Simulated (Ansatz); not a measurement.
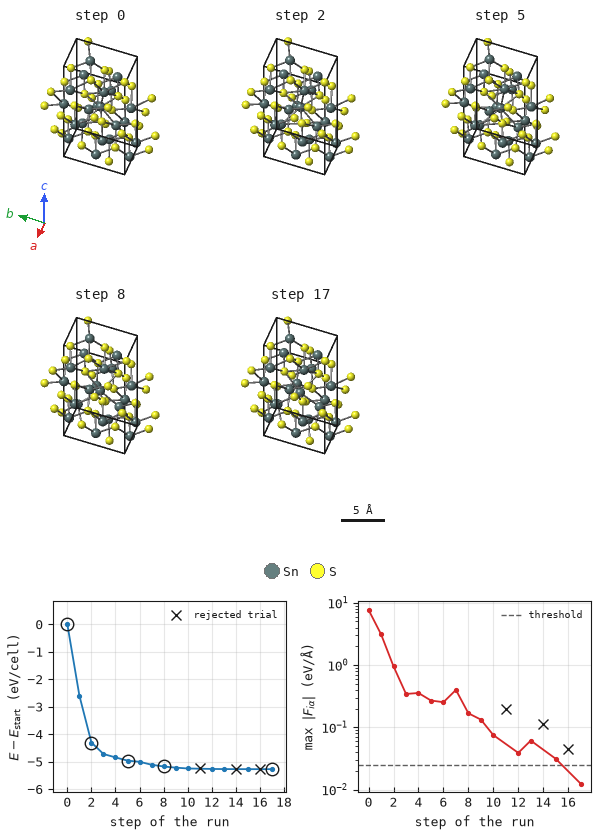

Frames of a relaxation of a defect cell of composition Sn₁₇S₁₆, marked on the history of the run. A ball-and-stick model of the cell of the calculation (origin shifted), seen from a free direction.

Case: Sn interstitial, charge +0, atoms relaxed at the host's cell.

Level of theory: Ansatz, DFT PBE, scalar-relativistic, plane waves, PAW. Settings: plane-wave cutoff 420 eV; k-point mesh 2 × 2 × 2; occupations gaussian; smearing width 0.01 eV; no spin polarisation; atoms relaxed in a fixed cell; force threshold 0.025 eV/Å; at most 45 steps.

Describe the path.

The largest move is that of a Sn atom, 0.83 Å along [1 0 −2]. Largest moves by element: Sn 0.83 Å, S 0.81 Å. The cell stays as it was. Among the contacts that change: S–Sn 2.684 → 3.826 Å, Sn–Sn 2.489 → 3.243 Å, S–Sn 2.431 → 3.132 Å, Sn–Sn 2.328 → 2.991 Å. New bonds form, among them: S–Sn (3.39 → 2.74 Å). Bond angles that change, for instance: Sn–Sn–S 132.4° → 176.3°, Sn–S–Sn 171.1° → 137.8°, S–Sn–Sn 133.7° → 104.1°. After 14 accepted moves (17 points after the start) the energy has fallen by 5.270 eV per cell of the calculation. The largest force component goes from 7.7 to 0.012 eV/Å. The line search rejected the trial steps at points 11, 14, 16 of the run. The run took 6.6 min on 4 threads of Arm Neoverse V1 (shared host), peak memory 3.5 GiB. From step 0 to 2: a Sn atom moves most (0.39 Å), energy −4.300 eV per cell of the calculation. From step 2 to 5: an S atom moves most (0.30 Å), energy −0.660 eV per cell of the calculation. From step 5 to 8: a Sn atom moves most (0.46 Å), energy −0.214 eV per cell of the calculation. From step 8 to 17: a Sn atom moves most (0.32 Å), energy −97.4 meV per cell of the calculation.
